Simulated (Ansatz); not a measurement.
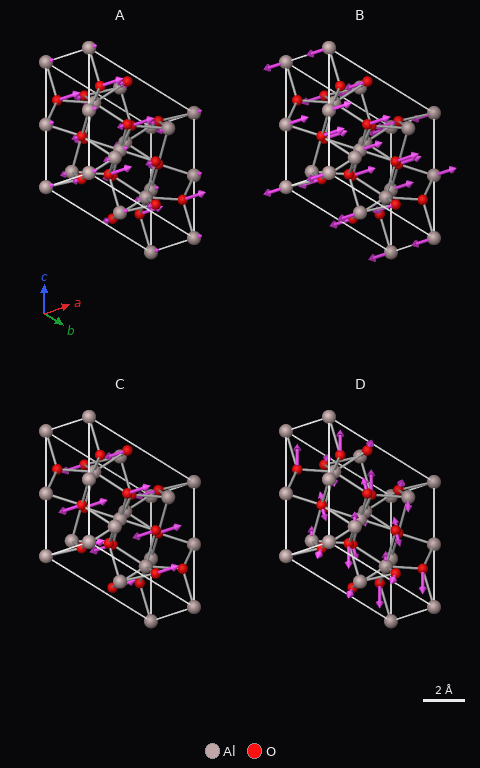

Four optical modes of crystalline Al$_{2}$O$_{3}$ at the zone centre, in no order. Displacements are drawn as pink arrows; their common scale and sign are arbitrary. A ball-and-stick model of the conventional cell (2 times the calculation's cell), seen from a free direction. Lengths and directions refer to the drawn axes.

These are results of DFT r2SCAN, scalar-relativistic, plane waves, PAW in Ansatz, not measurements. (plane-wave cutoff 500 eV; k-point mesh 10 × 10 × 4; occupations gaussian; smearing width 0.05 eV; no spin polarisation)

Frequencies are those without the non-analytic (LO–TO) term.

Q: Rank the modes by frequency, softest first.

A: B (86 cm⁻¹), C (370 cm⁻¹), A (544 cm⁻¹), D (720 cm⁻¹). B, A_u: The Al (4c) and O (4c) atoms stay at rest; all motion is along a; atoms of one kind move against one another, with no net shift of any sublattice; the kinetic energy is shared as O 58 %, Al 42 %. C, B₂g: The Al (4a) and Al (4c) and O (4c) atoms stay at rest; all motion is along a; atoms of one kind move against one another, with no net shift of their sublattice. A, B₃u: The O (4c) and Al (4a) sublattices move against the Al (4c) and O (8f) sublattices, along a; the kinetic energy is shared as O 82 %, Al 18 %. D, B₃g: The Al (4a) atoms stay at rest; atoms of one kind move against one another, with no net shift of any sublattice; the kinetic energy is shared as O 81 %, Al 19 %.
